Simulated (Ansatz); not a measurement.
Fe₂O₃

Space group R-3c; the calculation finds a residual pressure of about 15 GPa at this fixed cell; spin-polarised. Net moment 20.0 μB in the 10-atom cell of the calculation; other magnetic orders weren't tried. Effective Hubbard U: 5.3 eV on Fe d. So large a residual pressure suggests that the database cell is idealised or belongs to other conditions. Another magnetic order may lie lower.

Input

```
crystal:
  lattice:
    - [-2.519, 4.3630359843, 0.0]
    - [-5.038, 0.0, 0.0]
    - [-2.519, 1.4543453281, 4.5906666667]
  atoms:
    - { symbol: Fe, position: [0.6447, 0.6447, 0.0659], spin: 4.0 }
    - { symbol: Fe, position: [0.8553, 0.8553, 0.4341], spin: 4.0 }
    - { symbol: Fe, position: [0.3553, 0.3553, 0.9341], spin: 4.0 }
    - { symbol: Fe, position: [0.1447, 0.1447, 0.5659], spin: 4.0 }
    - { symbol: O, position: [0.75, 0.4441, 0.75] }
    - { symbol: O, position: [0.0559, 0.75, 0.75] }
    - { symbol: O, position: [0.4441, 0.0559, 0.75] }
    - { symbol: O, position: [0.25, 0.5559, 0.25] }
    - { symbol: O, position: [0.9441, 0.25, 0.25] }
    - { symbol: O, position: [0.5559, 0.9441, 0.25] }
magnetization:
  spin_polarized: true
basis:
  ecutwfc: 500
  fft_grid_basis: typed
kpoints:
  mp_grid: { grid: [6, 6, 6] }
hamiltonian:
  xc: pbe
  hubbard: { sites: [{ species: Fe, l: d, u_eff: 5.3 }] }
  pseudopotentials: { kind: paw }
scf:
  occupations: { method: gaussian, width: 0.05 }
output:
  forces: true
  stress: true
  eigenvalues: true
  bader: true
  write_density: true
  volumetric_format: npy
  populations: true
  elf: true
```

Run with:

```sh
ansatz run input.yaml --threads 2 --pin off --max-ram 4096MiB --backend cpu --events-out ev --progress --plain --runs-dir out
```

The picture shows the conventional cell (a = 5.04 Å, b = 5.04 Å, c = 13.77 Å, α = 90.00°, β = 90.00°, γ = 120.00°).

Level of theory: DFT PBE+U, scalar-relativistic, plane waves, PAW in Ansatz.

Predict the deformation density (crystal less neutral atoms): where will charge gather?

Answer. Fe–O (1.95 Å): Δρ is +0.08 e/Å³ at the midpoint (close to a masked core, so read it with care).
- Fe–Fe (2.90 Å): Δρ is −0.05 e/Å³ at the midpoint.
- Over the whole cell, outside the masked cores, the largest gain lies at the edge of the masked core of O, and the largest loss lies at the edge of the masked core of Fe.
- The rearranged charge, half the integral of |Δρ|, is about 0.28 e an atom.
- Bader charges: Fe +1.89 and O −1.26 e.

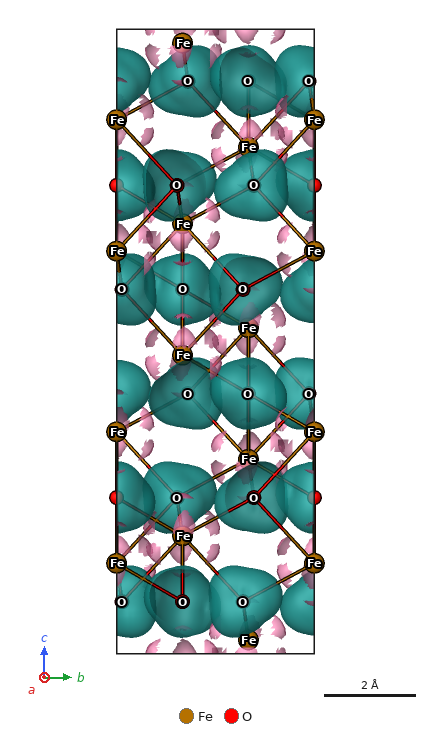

Computed deformation density: teal surfaces at +0.1 and pink ones at −0.1 e/Å³, in the conventional cell seen along the a axis (the regions close to the nuclei are left out).

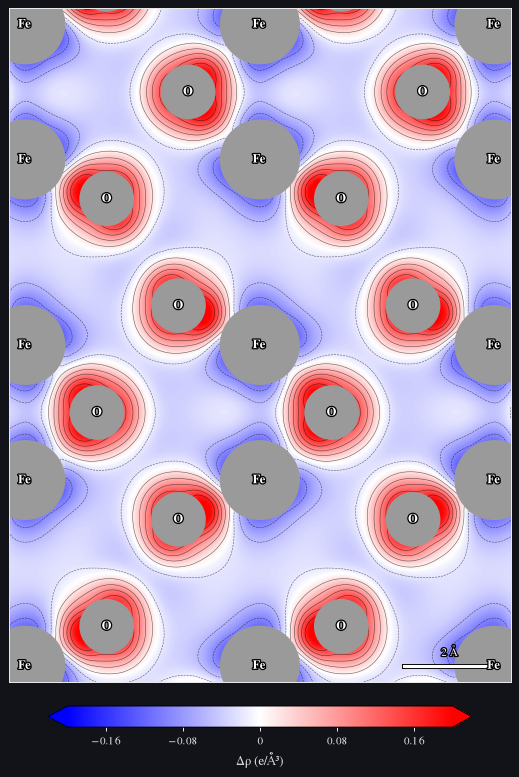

Computed deformation density: a map on the (100) plane of the conventional cell, with grey discs over the atomic cores.

Cores are masked to 0.9 Å (Fe) and 0.6 Å (O).

In a PAW calculation such maps are meaningful between the atoms, not at the nuclei.

The SCF state may not be the lowest one: other magnetic or orbital orders weren't excluded.
